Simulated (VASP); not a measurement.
**Geometry relaxation, with input and output: SnS₂ (part 4 of 4)**

SnS₂ (slab, 6 atoms in the cell); Kohn-Sham DFT of a periodic cell, rev-vdW-DF2, VASP PAW PBE potentials, recommended, no spin polarisation (VASP 6.6.1); cutoff 600 eV, 12×12×1 k-mesh, Gaussian smearing of 0.03 eV. The structure derives from an entry of the Crystallography Open Database.

Geometry of the input (Å; fractional positions):
```
3.6390  -0.0000  0.0000
-1.8195  3.1515  0.0000
0.0000  0.0000  26.8020
S  0.6667  0.3333  0.3358
S  0.3333  0.6667  0.4453
S  0.6667  0.3333  0.5547
S  0.3333  0.6667  0.6642
Sn 0.0000  0.0000  0.3905
Sn 0.0000  0.0000  0.6095
```

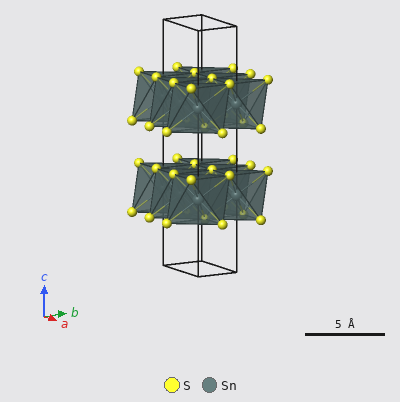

*The starting structure (polyhedral view of the 2 × 1 repeat of the cell, with the vacuum cut short, seen slightly off an axis; polyhedra are completed across the faces of the cell). An atom can appear more than once, as a periodic image.*

POSCAR:
```
SnS2
1.0
    3.6390000000      0.0000000000      0.0000000000
   -1.8195000000      3.1514664400      0.0000000000
    0.0000000000      0.0000000000     26.8020000000
S Sn
4 2
Direct
    0.6666666700      0.3333333300      0.3357958400
    0.3333333300      0.6666666700      0.4452652800
    0.6666666700      0.3333333300      0.5547347200
    0.3333333300      0.6666666700      0.6642041600
    0.0000000000      0.0000000000      0.3905305600
    0.0000000000      0.0000000000      0.6094694400
```

Command:
```bash
cat potpaw_PBE.64/S/POTCAR potpaw_PBE.64/Sn_d/POTCAR > POTCAR
mpirun -np 2 vasp_std > vasp.out
```

Summary:

| quantity | value |
| --- | --- |
| outcome | converged |
| electrons treated | 52 |
| free energy | −15.4194 eV |
| gap on the k-point mesh | 1.42 eV |
| final volume | 314.59 Å³ |
| largest force (length of the vector) at the end | 0.002 eV/Å |
| hardware | 2 threads of AMD EPYC (Zen 3), 360 GiB of memory available, shared host |
| wall time | 55 min (CPU time 1.8 h) |
| peak memory | 1.4 GiB |
